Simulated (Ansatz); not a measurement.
SiO2: several calculations on one system

### Relaxation

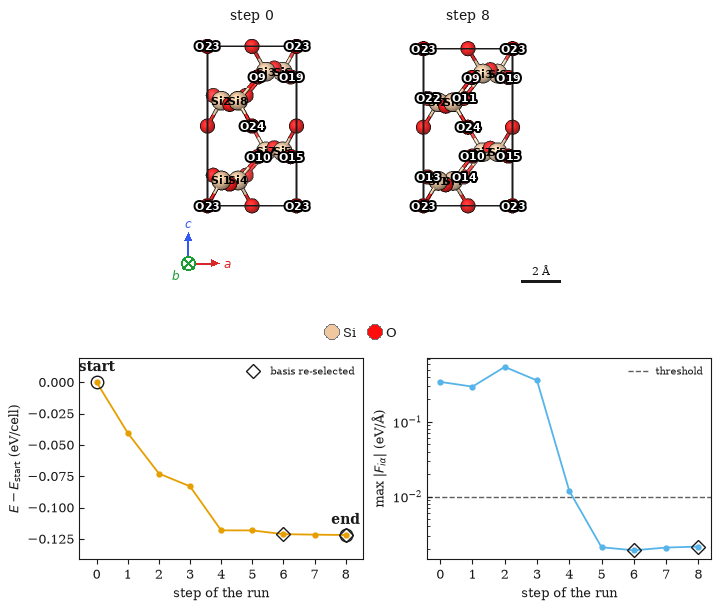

First and last geometry of a relaxation of solid SiO₂ (set up in Pccn), with the history of the run. Style: ball-and-stick. Shown: the cell of the calculation, along the b axis.

Case: volume × 0.94, shape and atoms relaxed.

Level of theory: DFT LDA, scalar-relativistic, plane waves, PAW (Ansatz). (plane-wave cutoff 420 eV; k-point mesh 6 × 4 × 4; occupations gaussian; smearing width 0.02 eV; no spin polarisation; cell relaxed at fixed volume; force threshold 0.01 eV/Å; at most 30 steps)

What do the curves and the structures tell?

It converged. After 6 accepted moves (8 points after the start) the energy has fallen by 0.122 eV per cell of the calculation. Largest force component: 0.34 eV/Å at the start, 0.0021 eV/Å at the end. Pressure: 9.16 GPa at the start and 5.10 GPa at the end. The SCF was repeated twice at an unchanged geometry on a basis and grid sized afresh for the cell, which shifted the energy by 3.0 meV per cell of the calculation at most. The largest moves relative to the cell, 0.12 Å, are those of O atoms. Largest moves by element: O 0.12 Å, Si 0.05 Å. The drawn cell changes at constant volume: a 4.587 → 4.588 Å (0.0 %), b 8.025 → 8.142 Å (+1.5 %), c 8.215 → 8.096 Å (−1.4 %). Among the contacts that change: O–Si 1.597 → 1.613 Å, O–Si 1.574 → 1.583 Å. Among the angles between lasting bonds that change: Si–O–Si 132.4° → 129.8°. The space group stays Pccn (No. 56).

### Relaxation

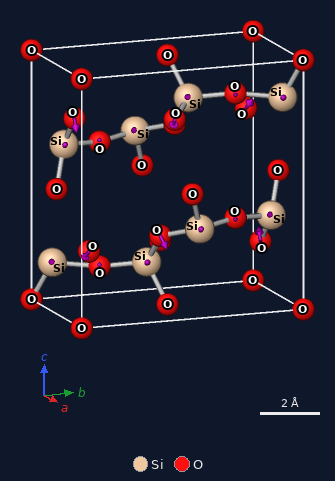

This is a relaxation of solid SiO2 (set up in Pccn). The starting structure is drawn; purple arrows show the displacements (the part carried along by the change of the cell is left out), 10 times their true length.

Style: ball-and-stick. Shown: the cell of the calculation, slightly off an axis.

Case: volume × 1.06, shape and atoms relaxed.

Theory: DFT LDA, scalar-relativistic, plane waves, PAW in Ansatz 0.2.0. (plane-wave cutoff 420 eV; k-point mesh 6 × 4 × 4; occupations gaussian; smearing width 0.02 eV; no spin polarisation; cell relaxed at fixed volume; force threshold 0.01 eV/Å; at most 30 steps)

**What happened in the run?**

Over 5 accepted moves (6 points after the start) the energy falls by 54.2 meV per cell of the calculation. The largest force component goes from 0.27 to 0.00045 eV/Å. Pressure: −7.70 GPa at the start and −6.05 GPa at the end. At 1 point the geometry stayed and the basis and grid were re-selected for the new cell (energy shift of 0.1 meV per cell of the calculation at most each time). The largest moves relative to the cell, 0.061 Å, are those of O atoms. By element the largest moves are O 0.061 Å, Si 0.022 Å. The drawn cell changes at constant volume: a 4.783 → 4.786 Å (+0.1 %), b 8.141 → 8.098 Å (−0.5 %), c 8.757 → 8.798 Å (+0.5 %). Among the contacts that change: O–Si 1.635 → 1.625 Å. Among the angles between lasting bonds that change: Si–O–Si 137.6° → 140.0°. The space group stays Pccn (No. 56).

### A change

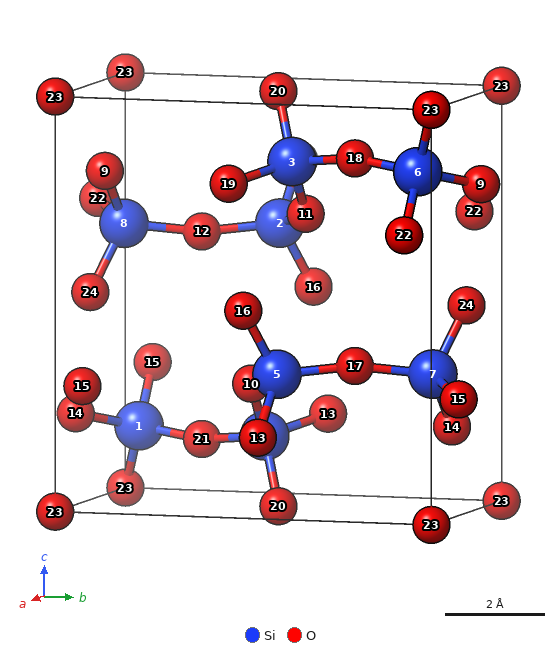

The starting point is solid SiO$_{2}$ (set up in Pccn). The picture is a ball-and-stick view of the cell of the calculation, seen slightly off an axis.

Method: DFT LDA, scalar-relativistic, plane waves, PAW in Ansatz. (plane-wave cutoff 420 eV; k-point mesh 6 × 4 × 4; occupations gaussian; smearing width 0.02 eV; no spin polarisation)

Now this is done to it. The volume is changed by +10.0 %. The cell's shape and the atoms are relaxed at that volume.

> Predict the response.

Energy change: +41.6 meV per atom. Pressure: 0.0 GPa before, −9.8 GPa after. The volume changes by +10.0 %, with a 4.687 → 4.848 Å (+3.4 %), b 8.059 → 8.178 Å (+1.5 %), c 8.518 → 8.926 Å (+4.8 %). The largest moves relative to the cell, 0.20 Å, are those of O atoms. Largest moves by element: O 0.20 Å, Si 0.08 Å. Some distances before and after: O–Si 1.597 → 1.637 Å, O–Si 1.614 → 1.633 Å. The space group stays Pccn (No. 56).

Drawn alike, the variant:

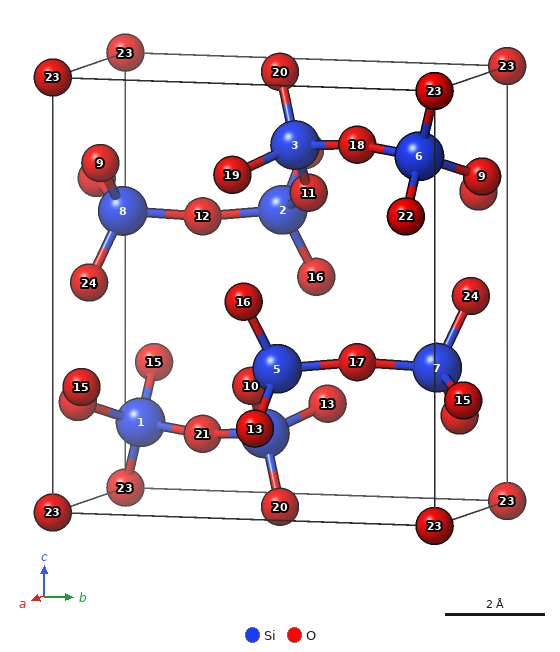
